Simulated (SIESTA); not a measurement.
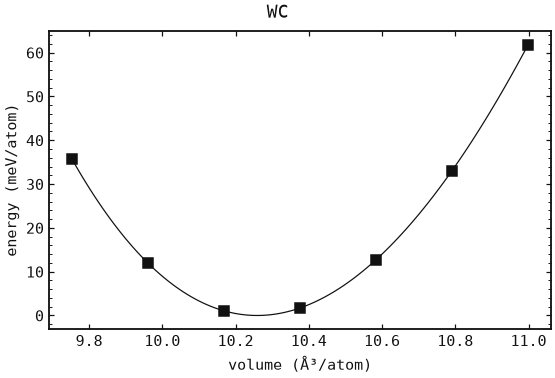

The figure shows the energy against volume for WC, space group P-6m2 (No. 187).

Structure:
```xyz
2
Lattice="2.9065 0.0000 0.0000 -1.4532 2.5171 0.0000 0.0000 0.0000 2.8366" Properties=species:S:1:pos:R:3 pbc="T T T"
W     0.0000    0.0000    0.0000
C     1.4533    0.8390    1.4183
```

Calculation (SIESTA 5.4.2): DFT in numerical atomic orbitals with pseudopotentials, no spin polarisation; energies at scaled volumes of the given cell, shape and fractions fixed, counted from the fit's minimum, third-order Birch-Murnaghan fit. Level: LDA.

k mesh 10×10×9; occupations Fermi–Dirac; smearing width 0.05 eV; potentials PseudoDojo 0.4 standard, converted to PSML, two zetas on semicore shells; program settings basis DZP, mesh cutoff 800 Ry.

This calculation gives: equilibrium volume 10.26 Å³/atom and bulk modulus 420 GPa.

Now the level changes from LDA to PBE. What happens?

The equilibrium volume rises from 10.26 to 10.68 Å³/atom (+4.1 %) and the bulk modulus falls from 420 to 380 GPa (−10 %). As usual, the local density approximation binds more tightly than this gradient-corrected functional.

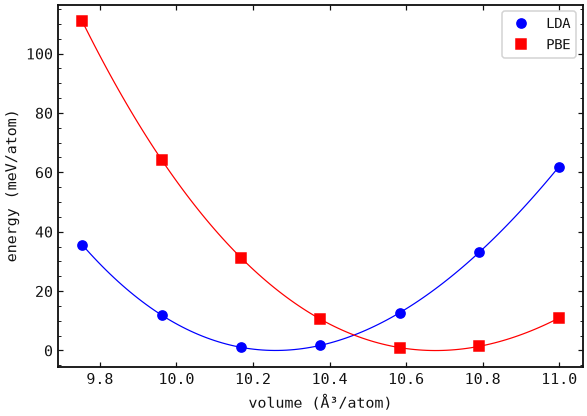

The two results together.

For both, limits of the calculation: mulliken charges of long orbitals; short basis over semicore shells; shape and atomic fractions are frozen while scaling, which makes layered, chain and framework solids too stiff.

V0 and the bulk modulus come from third-order Birch–Murnaghan fits.
